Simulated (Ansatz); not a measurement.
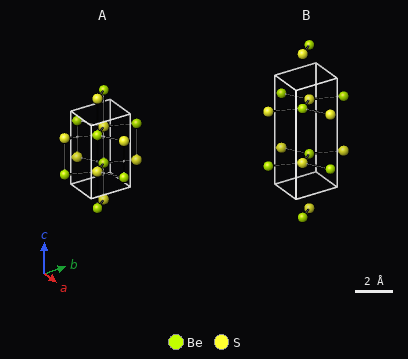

Two geometries of solid BeS (built on the h-MgO (five-fold) type), drawn at one scale. One is the start of a relaxation, the other its converged end. The picture is a ball-and-stick view of the cell of the calculation, seen slightly off an axis.

The calculation used Ansatz, DFT, PBEsol, plane waves, PAW. Settings: plane-wave cutoff 420 eV; k-point mesh 9 × 9 × 6; occupations fermi dirac; smearing width 0.03 eV; no spin polarisation; cell and atoms relaxed; force threshold 0.01 eV/Å; at most 120 steps.

> Which of the two is the end point?

Structure B is the relaxed one. No atom moves by more than 0.005 Å relative to the cell. The drawn cell changes as follows: a = b 3.321 → 3.472 Å (+4.6 %), c 4.151 → 6.194 Å (+49.2 %); the volume changes by +63.1 %. Near-neighbour distances that change, for instance: Be–S 2.076 → 3.097 Å, S–S 2.826 → 3.689 Å, Be–S 1.917 → 2.005 Å. Bonds break, among them: Be–S (2.08 → 3.10 Å). The space group stays P6_3/mmc (No. 194). The energy falls by 813 meV per atom in 13 accepted moves (15 points after the start). All forces vanish by symmetry, so only the cell relaxes. The pressure goes from 67.22 to 0.02 GPa. The SCF was repeated twice at an unchanged geometry on a basis and grid sized afresh for the cell, which shifted the energy by 14.9 meV per atom at most.
